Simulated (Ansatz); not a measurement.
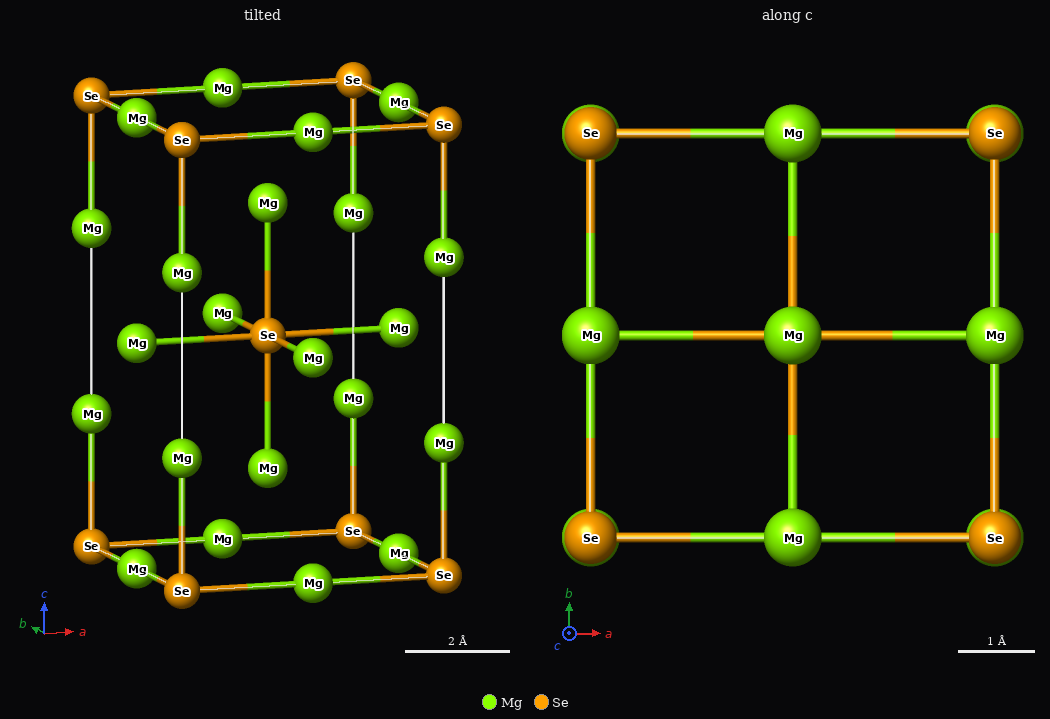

The image is a ball-and-stick drawing of a crystal, viewed slightly off an axis and along the c axis. The conventional unit cell is outlined; an atom on or near a face, edge or corner is repeated at each equivalent position. Cell: a = 5.37 Å, b = 5.37 Å, c = 8.87 Å, α = 90.00°, β = 90.00°, γ = 90.00°.

Starting structure: a structure type filled with these elements by a generator (whether the compound takes this form wasn't checked). Earlier steps of the study may have refined or changed the cell and positions. A calculation with Ansatz used it as input.

> What structure is drawn here?

The material is Mg$_{4}$Se. Space group: I4/mmm (No. 139). Lattice: body-centred tetragonal. Content of the cell: 8 Mg, 2 Se (Z = 2). Se is coordinated by six Mg in an octahedral arrangement at about 2.6 to 2.7 Å. Mg takes two kinds of site: 4e with one Se at about 2.6 Å; 4c with two Se in a linear arrangement at about 2.7 Å. The bonds build Mg4Se layers parallel to (001).

Electronic-structure method: Ansatz 0.2.0, DFT PBE, scalar-relativistic, plane waves, PAW. Parameters: plane-wave cutoff 420 eV, k-points about 0.17 Å⁻¹ apart, Gaussian smearing of 0.1 eV, no spin polarisation.

> What is the electronic character?

A metal: bands cross the Fermi level.

> State the Bader charges by element.

Mg +0.21 to +0.85 e; Se -2.13 e.

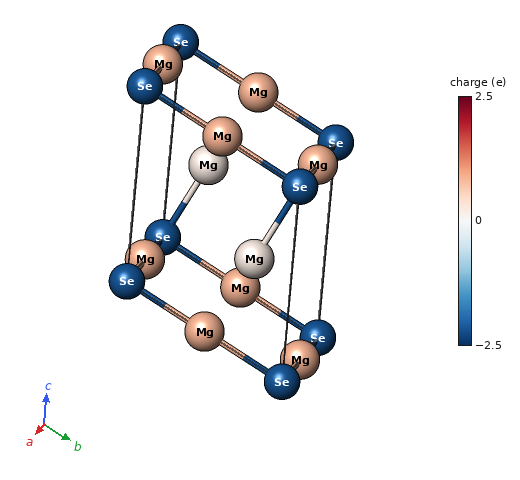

The atoms coloured by those charges. The run's cell of 5 atoms is drawn in a reduced setting, so axes and origin can differ from the first picture.

> Is the structure in equilibrium?

Yes. All forces vanish to within 0.01 eV/Å. The pressure is 0.0 GPa, close to zero.
